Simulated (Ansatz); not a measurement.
Geometry relaxation, with input and output: TiPbO$_{3}$

TiPbO$_{3}$ (5 atoms in the cell), computed with DFT PBE, scalar-relativistic, plane waves, PAW, no spin polarisation (Ansatz 0.2.0).

The structure derives from an entry of the Crystallography Open Database. Figures and captions count atoms from 1; the log counts them from 0 in places.

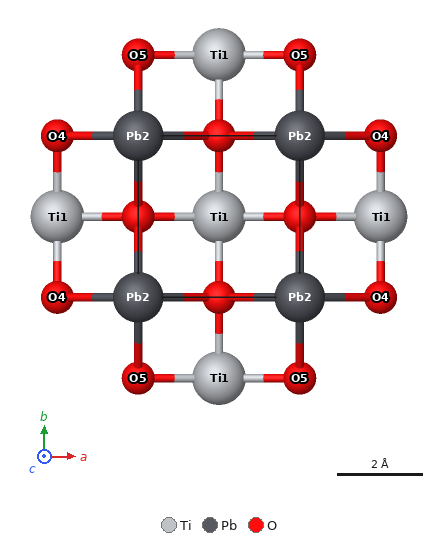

Fig. 1: The input geometry (ball-and-stick view of the cell of the calculation, along the c axis; bonded neighbours outside the cell are drawn too; atoms are numbered from 1 in the order of the input). Near neighbours in the crystal (not all of them lie inside the picture): Ti has 5 O at 1.74 to 1.99 Å; Pb has 4 O at 2.48 Å; O has 1 Ti at 1.74 Å; O has 2 Pb at 2.48 Å and 2 Ti at 1.99 Å.

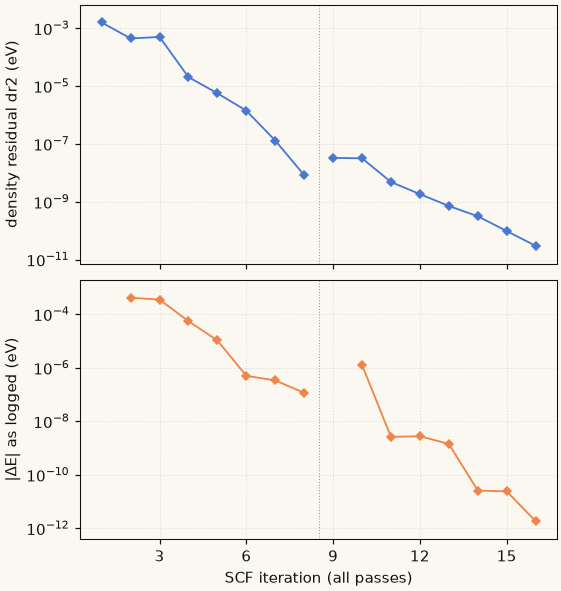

Fig. 2: Convergence of the self-consistent field: density residual dr2 and size of the energy change against the SCF iteration. The dotted lines part the SCF passes of the relaxation: geometry steps, rejected trials and re-solves on a re-selected basis. The passes take 8 and 8 iterations.

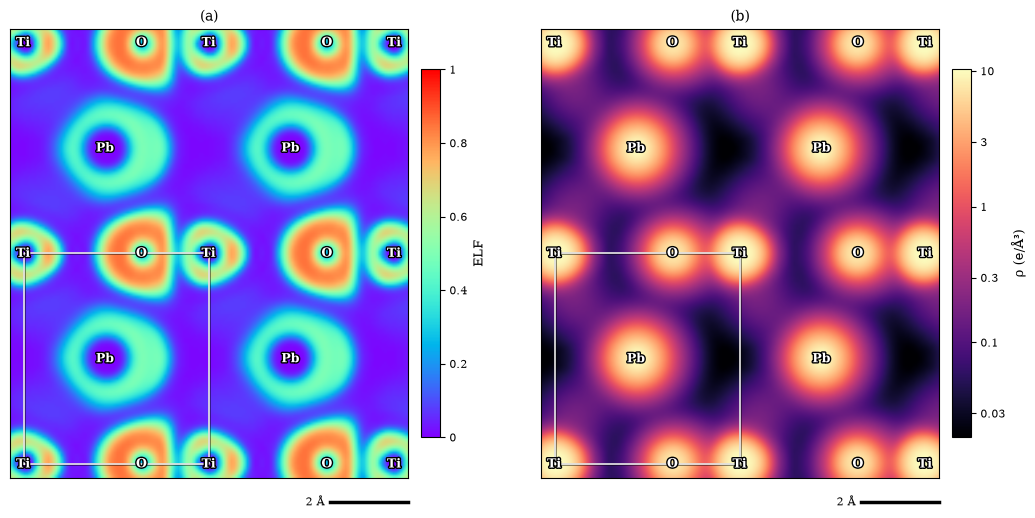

Fig. 3: (a) electron localisation function; (b) valence pseudo-density on the (11̄0) plane of the conventional cell. Ti–O (1.74 Å): ρ is about 1.3 e/Å³ halfway; the ELF is about 0.35 at the midpoint. Away from the nuclei the density in this plane falls to 0.02 e/Å³ at its lowest. The strong features right at Ti lie inside the PAW spheres (semicore, d or f shells) and say nothing about bonding. The fields are those of the smooth PAW valence density.

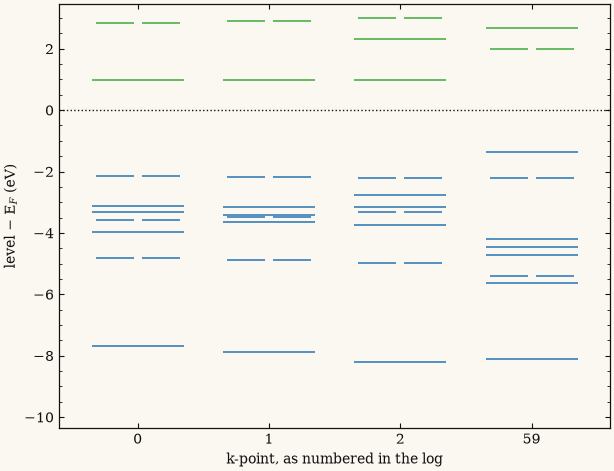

Fig. 4: Kohn–Sham levels near the Fermi level (dotted) at the few k-points that the log prints; levels within 0.02 eV of each other stand side by side. Among these points the highest filled and lowest empty levels are 2.35 eV apart; the gap on the full mesh, 1.97 eV, has an edge at a point that isn't printed.

The input and output of the run follow.

Input:
```yaml
crystal:
  lattice:
    - [3.8393645487, 0.0, 0.0]
    - [0.0, 3.8393645487, 0.0]
    - [0.0, 0.0, 4.7789541656]
  atoms:
    - { symbol: Ti, position: [0.5, 0.5, 0.5163978128] }
    - { symbol: Pb, position: [0.0, 0.0, -0.0424875722] }
    - { symbol: O, position: [0.5, 0.5, 0.1522907012] }
    - { symbol: O, position: [0.5, 0.0, 0.6274995291] }
    - { symbol: O, position: [0.0, 0.5, 0.6274995291] }
basis:
  ecutwfc: 420
kpoints:
  mp_grid: { grid: [8, 8, 6] }
hamiltonian:
  xc: pbe
scf:
  occupations: { method: gaussian, width: 0.02 }
output:
  forces: true
  stress: true
  eigenvalues: true
  write_density: true
  write_potential: true
  elf: true
  volumetric_format: npy
relax:
  adjacent_minimum: "off"
  f_tol: 0.005
  max_steps: 80
  cell: { stress_tol: 0.05 }
```

Launched with:
```bash
ansatz run input.yaml --threads 1 --pin off --max-ram 2560MiB --backend cpu --events-out ev --progress --plain --runs-dir out
```

Log:
```
Engine: ansatz 0.2.0, x86_64-unknown-linux-gnu
Pseudopotentials: kind: paw
Pseudopotential: Ti, paw, valence charge 12, recommended cutoff 420 eV (normal), Ti.paw.azcp
Pseudopotential: Pb, paw, valence charge 14, recommended cutoff 420 eV (normal), Pb.paw.azcp
Pseudopotential: O, paw, valence charge 6, recommended cutoff 420 eV (normal), O.paw.azcp
Functional definition: PBE
  parameter kappa = 0.804
  parameter beta = 0.06672455060314922
  exchange = pbe_x(kappa = kappa, mu = beta*pi^2/3)
  correlation = pbe_c(beta = beta)
Crystal: 5 atoms, lattice volume = 70.445 Å³
Basis set: ecut = 420 eV, 1383 PW (Γ), exchange–correlation on 54×54×64 points (8 copies of the dense FFT grid, shifted against one another)
Bands: 27, of which v1, the nominal top of the filled ones, is band 22 counted from 1 (21 counted from 0)
Symmetry: 8 space group operations
Space group: P4mm (ITA 99), of the structure as read, at distance tolerance 4.1e-5 Å
k-points: 60 of 384 (time reversal used)
Non-local potential: Ti, projectors of the file, l = 0: 3, l = 1: 2, l = 2: 3, l = 3: 1
Non-local potential: Pb, projectors of the file, l = 0: 2, l = 1: 2, l = 2: 2, l = 3: 2
Non-local potential: O, projectors of the file, l = 0: 2, l = 1: 2, l = 2: 1
PAW form: soft (Blöchl's): semilocal exchange-correlation on the pseudo side does not see the compensation charge
PAW one-centre angular grid: Ti, 590 points (default); XC on 64 Gauss nodes
PAW one-centre angular grid: Pb, 590 points (default); XC on 64 Gauss nodes
PAW one-centre angular grid: O, 110 points (default); XC on 64 Gauss nodes
Initial density: superposition of atomic densities (neutral atoms: chi_scale 0, normalization atom), corrected by the library's trained network
Initial wavefunctions: pseudopotential atomic-orbital guess
Functional: x = pbe(κ = 0.804, μ = 0.2195149727645171), c = pbe(β = 0.06672455060314922)
SCF iter   1: F=—  HF=-16112.556082 eV  |F-HF|=—  |Δ(HF+E_count)|=         —  Δρ=1.98e-3  dr2=1.57e-3  ethr=1.77e-3  ⟨swp⟩=6.2  Hψ=7633  notcnv=0
preconditioner: auto → Resta (q_TF=auto, 2.522 Å⁻¹)  ε∞=5.4  [insulator: Δε(μ)=1.974 eV  Ē_g=12.636 eV  σ=0.020 eV  W_gap=1.00  n_scr=18 (ndim 8)  ℏωp=26.5 eV  f_vac=0.014  D(μ)=0.00/eV (n_scr^D=0)  ε∞_Penn≈5.4]
SCF iter   2: F=—  HF=-16112.556493 eV  |F-HF|=—  |Δ(HF+E_count)|=   4.11e-4  Δρ=1.04e-3  dr2=4.38e-4  ethr=3.58e-6  ⟨swp⟩=2.0  Hψ=2831  notcnv=0  defer=56
SCF iter   3: F=—  HF=-16112.556846 eV  |F-HF|=—  |Δ(HF+E_count)|=   3.53e-4  Δρ=7.99e-4  dr2=4.96e-4  ethr=9.96e-7  ⟨swp⟩=2.0  Hψ=3005  notcnv=0  defer=56
SCF iter   4: F=—  HF=-16112.556791 eV  |F-HF|=—  |Δ(HF+E_count)|=   5.48e-5  Δρ=1.78e-4  dr2=2.02e-5  ethr=9.96e-7  ⟨swp⟩=2.0  Hψ=2046  notcnv=0  defer=56
SCF iter   5: F=—  HF=-16112.556802 eV  |F-HF|=—  |Δ(HF+E_count)|=   1.04e-5  Δρ=8.40e-5  dr2=5.61e-6  ethr=4.59e-8  ⟨swp⟩=2.0  Hψ=2697  notcnv=0  defer=56
SCF iter   6: F=—  HF=-16112.556802 eV  |F-HF|=—  |Δ(HF+E_count)|=   4.97e-7  Δρ=4.64e-5  dr2=1.40e-6  ethr=1.27e-8  ⟨swp⟩=2.0  Hψ=2335  notcnv=0  defer=56
SCF iter   7: F=—  HF=-16112.556802 eV  |F-HF|=—  |Δ(HF+E_count)|=   3.33e-7  Δρ=1.21e-5  dr2=1.30e-7  ethr=3.18e-9  ⟨swp⟩=2.0  Hψ=2099  notcnv=0  defer=56
SCF iter   8: F=-16112.556802 eV  HF=-16112.556802 eV  |F-HF|=6.29e-9  |Δ(HF+E_count)|=   1.15e-7  Δρ=2.89e-6  dr2=8.28e-9  ethr=2.27e-10  ⟨swp⟩=12.4  Hψ=11140  notcnv=0
SCF 1 converged in 8 iterations: F = -16112.556802 eV  dr2 = 8.28e-9
  greatest PAW one-centre occupation: 0.999 electrons in one spin orbital (limit 2), on the Ti atom at site 0 (counted from 0), in its partial waves of l = 0
relax step   1: F+E_penalty+E_count = -16112.55680247 eV  Δ(F+E_penalty+E_count) = +0.000e0 eV  max|allowed force component| = 1.315e-3 eV/Å  Δτ_max = 0.0000 Å  P = -0.000 GPa  Ω = 70.445 Å³  (8 SCF iters, dr2 threshold 1.00e-7 eV, accepted)
Initial density: handed on by an earlier stage of this run
Initial wavefunctions: pseudopotential atomic-orbital guess (no wavefunctions were taken with the density)
iter 1 solved again at ethr=3.13e-8 eV; its pass at ethr=3.10e-3 eV (dr2=1.38e-5 eV) is discarded
SCF iter   1: F=—  HF=-16112.556804 eV  |F-HF|=—  |Δ(HF+E_count)|=         —  Δρ=9.39e-6  dr2=3.27e-8  ethr=3.13e-8  ⟨swp⟩=3.5  Hψ=11855  notcnv=0
preconditioner: auto → Resta (q_TF=auto, 2.522 Å⁻¹)  ε∞=5.4  [insulator: Δε(μ)=1.968 eV  Ē_g=12.621 eV  σ=0.020 eV  W_gap=1.00  n_scr=18 (ndim 8)  ℏωp=26.5 eV  f_vac=0.012  D(μ)=0.00/eV (n_scr^D=0)  ε∞_Penn≈5.4]
SCF iter   2: F=—  HF=-16112.556802 eV  |F-HF|=—  |Δ(HF+E_count)|=   1.25e-6  Δρ=6.89e-6  dr2=3.16e-8  ethr=7.44e-11  ⟨swp⟩=3.0  Hψ=3973  notcnv=0
SCF iter   3: F=—  HF=-16112.556802 eV  |F-HF|=—  |Δ(HF+E_count)|=   2.58e-9  Δρ=3.20e-6  dr2=4.79e-9  ethr=7.18e-11  ⟨swp⟩=2.0  Hψ=1834  notcnv=0
SCF iter   4: F=—  HF=-16112.556802 eV  |F-HF|=—  |Δ(HF+E_count)|=   2.74e-9  Δρ=1.42e-6  dr2=1.83e-9  ethr=1.09e-11  ⟨swp⟩=2.1  Hψ=2017  notcnv=0
SCF iter   5: F=—  HF=-16112.556802 eV  |F-HF|=—  |Δ(HF+E_count)|=   1.41e-9  Δρ=1.54e-6  dr2=7.12e-10  ethr=4.15e-12  ⟨swp⟩=2.0  Hψ=2622  notcnv=0
SCF iter   6: F=—  HF=-16112.556802 eV  |F-HF|=—  |Δ(HF+E_count)|=  2.55e-11  Δρ=1.07e-6  dr2=3.14e-10  ethr=1.62e-12  ⟨swp⟩=1.1  Hψ=1625  notcnv=0
SCF iter   7: F=—  HF=-16112.556802 eV  |F-HF|=—  |Δ(HF+E_count)|=  2.36e-11  Δρ=6.20e-7  dr2=9.68e-11  ethr=1.00e-12  ⟨swp⟩=1.2  Hψ=1635  notcnv=0
SCF iter   8: F=-16112.556802 eV  HF=-16112.556802 eV  |F-HF|=9.09e-12  |Δ(HF+E_count)|=  1.82e-12  Δρ=3.60e-7  dr2=2.98e-11  ethr=1.00e-12  ⟨swp⟩=6.1  Hψ=7028  notcnv=0
SCF 2 converged in 8 iterations: F = -16112.556802 eV  dr2 = 2.98e-11
relax step   2: F+E_penalty+E_count = -16112.55680247 eV  Δ(F+E_penalty+E_count) = -2.388e-9 eV  max|allowed force component| = 1.318e-3 eV/Å  Δτ_max = 0.0000 Å  P = -0.000 GPa  Ω = 70.445 Å³  stress off target by 1.61e-2 GPa  SCF on the basis re-selected at this cell (its energy is not comparable with the rows above)  (8 SCF iters)
basis re-selected at this cell: Δ(F+E_penalty+E_count) = -2.388e-9 eV, ΔP = +0.000 GPa vs the last step (what re-selecting the basis moved, of the pressure what is left beyond the Pulay correction that the steps carried, after the strain that the cell walked since its last selection, with what the two solves' SCF thresholds leave and, on support functions, any second-order correction that the steps lacked; it is no measure of the basis error at this ecutwfc). This SCF's stress stands 1.61e-2 GPa from its target on what of the cell is left free (relax.cell.stress_tol is 5.00e-2 GPa) and its largest allowed force component is 1.32e-3 eV/Å (relax.f_tol is 5.00e-3 eV/Å): within both
SCF converged after 8 iterations
Free energy (F): -16112.556802 eV
Harris-Foulkes:  -16112.556802 eV  (|F-HF|=9.09e-12)
Internal energy: -16112.556802 eV  (E = F + TS)
E sigma→0 (E₀):  -16112.556802 eV
Fermi energy:    9.802312 eV
--- Per-component energies (eV) ---
  E_band       = -242.474335
  E_kinetic    = 1083.615292
  E_local      = -3030.327560  (includes V_loc(G=0)·N_el)
  E_nonlocal   = 497.797287
  E_hartree    = 1174.571956
  E_xc         = -541.386311
  E_vxc        = -538.853688  (∫ρ·V_xc dr)
  E_paw        = -11921.967676  (= ΣΔE_a)
  E_vpaw       = -603.857161  (= ΣTr[D̂ρ^β])
  E_aug_tail   = 0.007512  (compensation charges beyond the density's cutoff)
  E_ewald      = -3374.867304
  E_smearing   = -0.000000  (= −TS)
  E_closure    = -0.000000  (closes the sum)
  Σ components = -16112.556802   (vs F -16112.556802, Δ=0.00e0)
--- Forces (eV/Å), atoms counted from 1 ---
  atom   1  Ti    -0.00000000     0.00000000    -0.00113829
  atom   2  Pb    -0.00000000     0.00000000     0.00017045
  atom   3  O     -0.00000000     0.00000000     0.00131884
  atom   4  O     -0.00000000     0.00000000    -0.00017431
  atom   5  O      0.00000000     0.00000000    -0.00017431
  max |Σ_I F_I| component: 2.37e-6 eV/Å
--- Stress (GPa, compression-positive) ---
       -0.008438       0.000000       0.000000
        0.000000      -0.008438       0.000000
        0.000000       0.000000       0.016089
  P = ⅓ Tr σ = -0.0003 GPa (-0.003 kbar)
--- Band table (eV; the first three rows and the last of 60) ---
  k-point 0: bands = ["-47.8464", "-24.2814", "-24.0768", "-24.0768", "-9.1101", "-8.1791", "-7.7978", "-6.7447", "-6.7447", "-6.7098", "-6.6936", "-6.5251", "2.1258", "4.9861", "4.9861", "5.8203", "6.2338", "6.2338", "6.4671", "6.6642", "7.6454", "7.6454", "10.7895", "12.6547", "12.6547", "13.3158", "13.7850"]
  k-point 1: bands = ["-47.8464", "-24.2826", "-24.0768", "-24.0768", "-9.0759", "-8.1738", "-7.8074", "-6.7456", "-6.7456", "-6.7097", "-6.6965", "-6.5320", "1.9286", "4.9312", "4.9312", "6.1602", "6.3193", "6.3193", "6.3795", "6.6542", "7.6343", "7.6343", "10.7886", "12.6976", "12.6976", "13.2689", "13.3238"]
  k-point 2: bands = ["-47.8463", "-24.2850", "-24.0767", "-24.0767", "-9.0038", "-8.1633", "-7.8305", "-6.7476", "-6.7476", "-6.7096", "-6.7022", "-6.5459", "1.6005", "4.8352", "4.8352", "6.0470", "6.4842", "6.4842", "6.6337", "7.0447", "7.6043", "7.6043", "10.7869", "12.1231", "12.7891", "12.7891", "13.3390"]
  k-point 59: bands = ["-47.8429", "-24.2768", "-24.1424", "-24.1424", "-8.2450", "-8.2450", "-7.8441", "-6.6953", "-6.6745", "-6.5698", "-6.3545", "-6.3545", "1.6779", "4.1561", "4.3943", "4.3943", "5.0739", "5.3415", "5.6136", "7.5938", "7.5938", "8.4396", "11.7996", "11.7996", "12.4727", "13.8004", "14.5654"]
--- Relaxed structure (1 steps of the walk, 1 accepted, 1 SCFs on fresh bases) ---
  F+E_penalty+E_count = -16112.55680247 eV   max|allowed force component| = 1.318e-3 eV/Å   (the final SCF, on the basis selected at the relaxed cell)
  cell:  # Å, volume = 70.4452 Å³
    - [3.8393645487, 0.0, 0.0]
    - [0.0, 3.8393645487, 0.0]
    - [0.0, 0.0, 4.7789541656]
  atoms:
    - { symbol: Ti, position: [0.5000000000000001, 0.5000000000000001, 0.5163978128] }
    - { symbol: Pb, position: [0.0, 0.0, -0.04248757219999999] }
    - { symbol: O, position: [0.5000000000000001, 0.5000000000000001, 0.1522907012] }
    - { symbol: O, position: [0.5000000000000001, 0.0, 0.6274995291] }
    - { symbol: O, position: [0.0, 0.5000000000000001, 0.6274995291] }
```

Trajectory as extended XYZ (Å, eV, eV/Å), 2 frames, from step=1 to step=2:
```
5
Lattice="3.8394 0.0000 0.0000 0.0000 3.8394 0.0000 0.0000 0.0000 4.7790" Properties=species:S:1:pos:R:3:forces:R:3 step=1 energy=-16112.55680 pressure_GPa=-0.00
Ti    1.9197    1.9197    2.4678    0.0000   0.0000  -0.0012
Pb    0.0000    0.0000   -0.2030    0.0000   0.0000   0.0002
O     1.9197    1.9197    0.7278    0.0000   0.0000   0.0013
O     1.9197    0.0000    2.9988    0.0000   0.0000  -0.0002
O     0.0000    1.9197    2.9988    0.0000   0.0000  -0.0002
5
Lattice="3.8394 0.0000 0.0000 0.0000 3.8394 0.0000 0.0000 0.0000 4.7790" Properties=species:S:1:pos:R:3:forces:R:3 step=2 energy=-16112.55680 pressure_GPa=-0.00
Ti    1.9197    1.9197    2.4678    0.0000   0.0000  -0.0011
Pb    0.0000    0.0000   -0.2030    0.0000   0.0000   0.0002
O     1.9197    1.9197    0.7278    0.0000   0.0000   0.0013
O     1.9197    0.0000    2.9988    0.0000   0.0000  -0.0002
O     0.0000    1.9197    2.9988    0.0000   0.0000  -0.0002
```

Results in brief:

| quantity | value |
| --- | --- |
| outcome | converged |
| space group (tolerance 0.01 Å) | P4mm (99) |
| electrons treated | 44 |
| free energy | −16112.5568 eV |
| Fermi energy | 9.802 eV |
| gap on the k-point mesh | 1.97 eV |
| pressure | 0.00 GPa |
| final volume | 70.45 Å³ |
| largest force (length of the vector) at the end | 0.001 eV/Å |
| final cell | a = 3.839 Å, b = 3.839 Å, c = 4.779 Å, α = 90.00°, β = 90.00°, γ = 90.00° |
| hardware | 1 thread of AMD EPYC (Zen 3), 32 GiB of memory available, shared host |
| wall time | 28 s |
| peak memory | 0.45 GiB |

Spin–orbit coupling is left out, which matters for Pb.
